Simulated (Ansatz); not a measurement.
SiNi₃

Input file:

```
crystal:
  lattice:
    - [3.542, 0.0, 0.0]
    - [0.0, 3.542, 0.0]
    - [0.0, 0.0, 3.542]
  atoms:
    - { symbol: Ni, position: [0.488637, 0.483827, -0.00156], spin: 1.0 }
    - { symbol: Ni, position: [0.493039, -0.00131, 0.505428], spin: 1.0 }
    - { symbol: Ni, position: [0.010545, 0.497357, 0.488448], spin: 1.0 }
    - { symbol: Si, position: [-0.003718, 0.006404, 0.002014] }
hamiltonian:
  xc: pbe
  pseudopotentials: { kind: paw }
magnetization:
  spin_polarized: true
kpoints:
  mp_grid: { grid: [8, 8, 8] }
scf:
  occupations: { method: fermi_dirac, width: 0.05 }
output:
  forces: true
  stress: true
  eigenvalues: true
  write_density: true
  write_potential: true
  elf: true
  volumetric_format: npy
```

Launched as:

```sh
ansatz run input.yaml --threads 2 --pin off --max-ram 5120MiB --backend cpu --events-out ev --progress --plain --runs-dir out
```

Below, planes, directions and counts refer to the conventional cell (a = 3.54 Å, b = 3.54 Å, c = 3.54 Å, α = 90.00°, β = 90.00°, γ = 90.00°).

Space group P1; changed on purpose from its base cell (atoms moved at random by about 0.05 A); not relaxed (largest force 0.9 eV/Å); computed pressure about −5 GPa in this cell; the program warned that a starting moment wasn't kept; spin-polarised, but the moments vanished.

Computed with Kohn-Sham DFT of a periodic cell, PBE, Ansatz PAW in Ansatz.

### What will maps of the valence pseudo-density and electron localisation function show?

Si–Ni (2.47 Å): ρ is about 0.37 e/Å³ halfway; the ELF peaks at about 0.65 in the valence shell of Si, 0.9 Å from its nucleus, and is about 0.40 at the midpoint.
Si–Ni (2.54 Å): the density is about 0.33 e/Å³ at the midpoint; the ELF peaks at about 0.65 in the valence shell of Si, 0.9 Å from its nucleus, and is about 0.40 at the midpoint.

### Does the calculation give a band gap?

It is metallic or semimetallic at this level of theory: no gap opens.

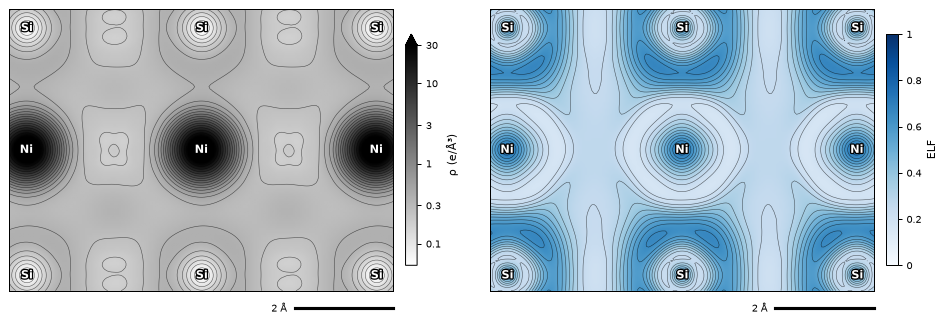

Computed valence pseudo-density and electron localisation function on the (110) plane of the conventional cell, in this order. 

The density is the valence pseudo-density of a PAW calculation; it isn't the true density close to the nuclei.
